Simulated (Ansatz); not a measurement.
System: Ru.

```cif
data_structure
_symmetry_space_group_name_H-M 'P 1'
_symmetry_Int_Tables_number 1
_cell_length_a 5.4019
_cell_length_b 8.5412
_cell_length_c 2.7055
_cell_angle_alpha 80.913
_cell_angle_beta 119.958
_cell_angle_gamma 108.435
_cell_volume 102.60
loop_
_atom_site_label
_atom_site_type_symbol
_atom_site_fract_x
_atom_site_fract_y
_atom_site_fract_z
_atom_site_occupancy
Ru1 Ru 0.39583 0.12500 0.33340 1
Ru2 Ru 0.64583 0.62500 0.33340 1
Ru3 Ru 0.89583 0.12500 0.33340 1
Ru4 Ru 0.14583 0.62500 0.33340 1
Ru5 Ru 0.35417 0.37500 0.66660 1
Ru6 Ru 0.60417 0.87500 0.66660 1
Ru7 Ru 0.85417 0.37500 0.66660 1
Ru8 Ru 0.10417 0.87500 0.66660 1
```

Space group P6₃/mmc; a structure from a database of computed crystals, not necessarily the ambient phase; computed pressure about 10 GPa in this cell; computed without spin polarisation.

Method: Ansatz, DFT LDA, scalar-relativistic, plane waves, PAW.

**What can the converged valence pseudo-density and electron localisation function tell about the bonding?**

Ru–Ru (2.70 Å): the density is about 0.39 e/Å³ at the midpoint; the ELF is about 0.30 at the midpoint.

**Metal or insulator at this level of theory?**

It is metallic or semimetallic at this level of theory: no gap opens.

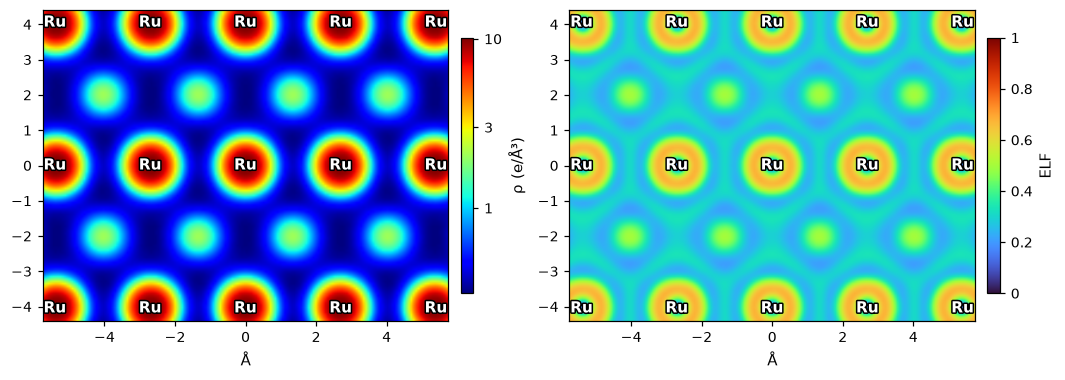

Computed valence pseudo-density and electron localisation function on the (001) plane of the calculation cell, in this order. Atoms just off the plane (Ru, 0.8 Å away) can leave unmarked features too.

The density is the valence pseudo-density of a PAW calculation; it isn't the true density close to the nuclei.
